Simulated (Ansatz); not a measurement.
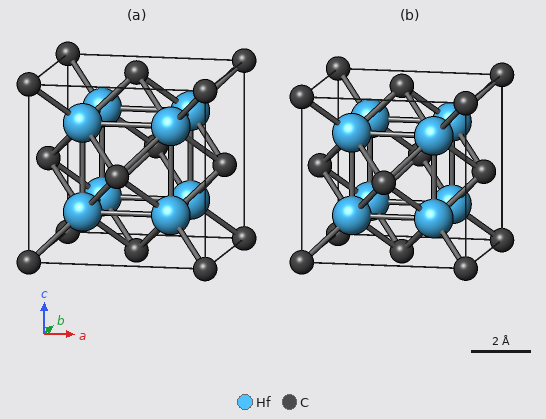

The structure of a crystal of Hf₂C (a generated structure, set up in Fm-3m) (coarse preliminary run) before (left) and after (right) a relaxation, at one scale.

The picture is a ball-and-stick view of the conventional cell (4 times the calculation's cell), seen slightly off an axis. Lengths and directions refer to the drawn axes.

These are results of Ansatz 0.2.0, DFT PBE, scalar-relativistic, plane waves, PAW, not measurements. Set-up: plane-wave cutoff 420 eV; k-point mesh 6 × 6 × 6; occupations gaussian; smearing width 0.1 eV; no spin polarisation; cell and atoms relaxed; force threshold 0.04 eV/Å; at most 70 steps.

### Describe what moved and what it gained.

After 4 accepted moves (5 points after the start) the energy has fallen by 0.954 eV per cell of the calculation. All forces vanish by symmetry, so only the cell relaxes. Pressure: −22.21 GPa at the start and −0.14 GPa at the end. The SCF was repeated once at an unchanged geometry on a basis and grid sized afresh for the cell, which shifted the energy by 3.9 meV per cell of the calculation at most. No atom moves by more than 0.005 Å relative to the cell. The volume changes by −19.7 %, with a = b = c 6.145 → 5.712 Å (−7.0 %). Some distances before and after: Hf–Hf 3.072 → 2.856 Å, C–Hf 2.661 → 2.473 Å. The space group stays Fm-3m (No. 225).
